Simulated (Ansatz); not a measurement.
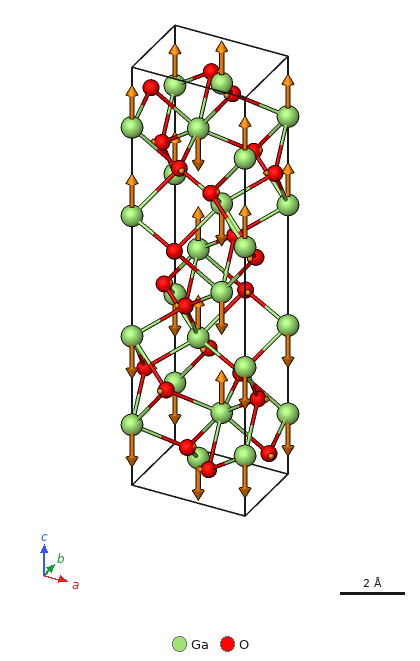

The lowest optical mode of solid Ga$_{2}$O$_{3}$, space group R-3c (No. 167), at the zone centre. The orange arrows are the displacements of the atoms (eigenvector over the root of the mass), of arbitrary overall length and sign. The picture is a ball-and-stick view of the conventional cell (3 times the calculation's cell), seen slightly off an axis. Lengths and directions refer to the drawn axes.

Level of theory: DFT PBE, scalar-relativistic, plane waves, PAW in Ansatz 0.2.0.

The input:
```yaml
crystal:
  lattice:
    - [2.5287245546, 1.4599598023, 4.5410352123]
    - [-2.5287245546, 1.4599598023, 4.5410352123]
    - [0.0, -2.9199196046, 4.5410352123]
  atoms:
    - { symbol: Ga, position: [0.3558687537, 0.3558687537, 0.3558687537] }
    - { symbol: Ga, position: [0.1441312463, 0.1441312463, 0.1441312463] }
    - { symbol: Ga, position: [0.6441312463, 0.6441312463, 0.6441312463] }
    - { symbol: Ga, position: [0.8558687537, 0.8558687537, 0.8558687537] }
    - { symbol: O, position: [0.5531733332, 0.9468266668, 0.25] }
    - { symbol: O, position: [0.25, 0.5531733332, 0.9468266668] }
    - { symbol: O, position: [0.9468266668, 0.25, 0.5531733332] }
    - { symbol: O, position: [0.4468266668, 0.0531733332, 0.75] }
    - { symbol: O, position: [0.75, 0.4468266668, 0.0531733332] }
    - { symbol: O, position: [0.0531733332, 0.75, 0.4468266668] }
basis:
  ecutwfc: 420
kpoints:
  mp_grid: { grid: [6, 6, 6] }
hamiltonian:
  xc: pbe
scf:
  occupations: { method: gaussian, width: 0.05 }
output:
  eigenvalues: true
phonons:
  method: fd
  supercell: [1, 1, 1]
  amplitude: 0.02
  eigenvectors: true
  dielectric: false
```

Launched with:
```bash
ansatz run input.yaml --threads 2 --pin off --max-ram 5120MiB --backend cpu --events-out ev --progress --plain --runs-dir out
```

Frequencies are those without the non-analytic (LO–TO) term.

Q: Is this crystal at a minimum with respect to the drawn distortion?

A: Yes: this softest mode has a real frequency, and so have all others here. That speaks for this wave vector alone: the rest of the zone wasn't checked in this run. This is the A₂g mode at 143 cm⁻¹, the lowest optical level, silent by symmetry (neither infrared- nor Raman-active). Atoms of one kind move against one another, with no net shift of any sublattice; the kinetic energy is shared as Ga 99 %, O 1 %.
